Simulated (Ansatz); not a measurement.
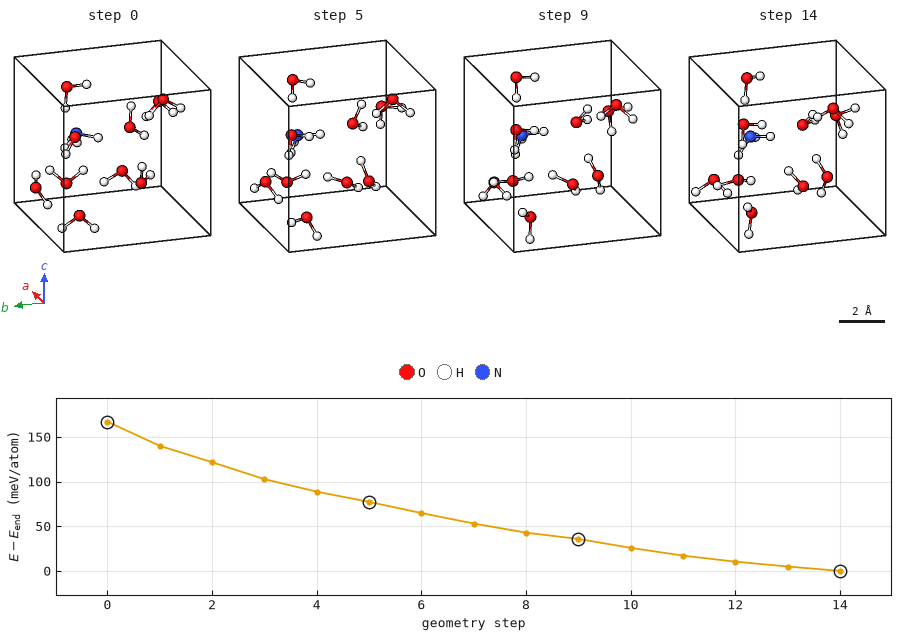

Frames of a relaxation of an amorphous cell of composition H23NO10, marked on the history of the run. The picture is a ball-and-stick view of the cell of the calculation, seen from a free direction.

The cell holds 10 H2O + 1 NH3. The run prepares the start of a later molecular dynamics calculation, from a guessed geometry.

Computed with DFT PBEsol, scalar-relativistic, plane waves, PAW in Ansatz 0.2.0.

Input
```yaml
accuracy: low
crystal:
  lattice:
    - [6.972683, 0.0, 0.0]
    - [0.0, 6.972683, 0.0]
    - [0.0, 0.0, 6.972683]
  atoms:
    - { symbol: O, position: [0.6590683, 0.9693917, 0.2159149] }
    - { symbol: H, position: [0.6320961, 0.8973451, 0.1002543] }
    - { symbol: H, position: [0.7847705, 0.9248076, 0.2547324] }
    - { symbol: O, position: [0.2896633, 0.7956909, 0.1293941] }
    - { symbol: H, position: [0.294763, 0.9127298, 0.0547518] }
    - { symbol: H, position: [0.2818842, 0.6951913, 0.0338175] }
    - { symbol: O, position: [0.9093408, 0.2959191, 0.1690154] }
    - { symbol: H, position: [0.9002743, 0.4222477, 0.1119674] }
    - { symbol: H, position: [0.8930608, 0.2093105, 0.06164] }
    - { symbol: O, position: [0.8738483, 0.0576718, 0.6312] }
    - { symbol: H, position: [0.9176452, 0.1290115, 0.5203485] }
    - { symbol: H, position: [0.7542824, 0.0006583, 0.5893787] }
    - { symbol: O, position: [0.8439905, 0.6946547, 0.8133737] }
    - { symbol: H, position: [0.7621827, 0.5872853, 0.846159] }
    - { symbol: H, position: [0.8231197, 0.712452, 0.6772001] }
    - { symbol: O, position: [0.1337018, 0.9373282, 0.419555] }
    - { symbol: H, position: [0.1782252, 1.0360613, 0.5065321] }
    - { symbol: H, position: [0.1391668, 0.8209495, 0.4951971] }
    - { symbol: O, position: [0.5200528, 0.3747937, 0.6089198] }
    - { symbol: H, position: [0.5774468, 0.3468095, 0.7322827] }
    - { symbol: H, position: [0.5540264, 0.2653281, 0.5304427] }
    - { symbol: O, position: [0.2128893, 0.2515772, 0.8908449] }
    - { symbol: H, position: [0.2034504, 0.3499703, 0.7932472] }
    - { symbol: H, position: [0.2119285, 0.1327268, 0.8189476] }
    - { symbol: O, position: [0.304221, 0.3698515, 0.3003649] }
    - { symbol: H, position: [0.4043433, 0.2741245, 0.31073] }
    - { symbol: H, position: [0.2548289, 0.3809613, 0.4297193] }
    - { symbol: O, position: [0.4692276, 0.7658452, 0.604418] }
    - { symbol: H, position: [0.5723986, 0.7168061, 0.5253832] }
    - { symbol: H, position: [0.4000782, 0.8517248, 0.5199275] }
    - { symbol: "N", position: [0.9758716, 0.5863133, 0.4363478] }
    - { symbol: H, position: [1.0957262, 0.5757305, 0.3539592] }
    - { symbol: H, position: [0.9024626, 0.4616319, 0.4181632] }
    - { symbol: H, position: [0.8940861, 0.691164, 0.376494] }
basis:
  ecutwfc: 420.0
kpoints:
  mp_grid: { grid: [1, 1, 1] }
hamiltonian:
  xc: pbesol
scf:
  occupations: { method: fermi_dirac, width: 0.02 }
  lower_state_search: "off"
relax:
  f_tol: 0.3
  max_steps: 15
  adjacent_minimum: "off"
```

Command:
```bash
ansatz run input.yaml --threads 1 --pin off --max-ram 3072MiB --backend cpu --events-out ev --progress --plain --runs-dir out
```

Q: Describe the path.

A: The relaxation stopped without meeting its thresholds, so the last structure isn't shown to be converged. It used up its limit of 15 steps. Over 14 geometry steps the energy falls by 167 meV per atom. The largest force component goes from 0.98 to 0.62 eV/Å. The atom that moves furthest is H11 (1.45 Å along [−2 −1 −1]). Largest moves by element: H 1.45 Å, O 1.17 Å, N 0.29 Å. The cell doesn't change. Some distances before and after: O19–H21 0.969 → 1.018 Å, O13–H15 0.969 → 1.014 Å, O10–H11 0.969 → 1.000 Å, N31–H34 1.017 → 1.042 Å. Bond angles that change, for instance: H32–N31–H34 106.3° → 112.6°, H5–O4–H6 104.0° → 109.4°, H11–O10–H12 104.0° → 99.8°. From step 0 to 5: H atoms move most (0.71 Å), energy −89.8 meV per atom. From step 5 to 9: H atoms move most (0.60 Å), energy −41.5 meV per atom. From step 9 to 14: H and O atoms move most (0.64 Å), energy −35.8 meV per atom.

| step | E − E(0), meV/atom | largest force component, eV/Å |
| --- | --- | --- |
| 0 | 0.00 | 0.9814 |
| 1 | -27.10 | 1.1861 |
| 2 | -45.41 | 2.0749 |
| 3 | -64.40 | 1.9188 |
| 4 | -78.37 | 1.5706 |
| 5 | -89.80 | 1.3550 |
| 6 | -102.33 | 1.7367 |
| 7 | -114.03 | 2.2752 |
| 8 | -124.26 | 2.3863 |
| 9 | -131.32 | 2.1070 |
| 10 | -141.24 | 1.4776 |
| 11 | -149.97 | 0.8772 |
| 12 | -156.72 | 0.9323 |
| 13 | -162.14 | 0.8033 |
| 14 | -167.11 | 0.6180 |

Limits of the set-up: the program's low-accuracy preset was used; the periodic images lie only 7.0 Å apart, so the values are limited by the cell's size.
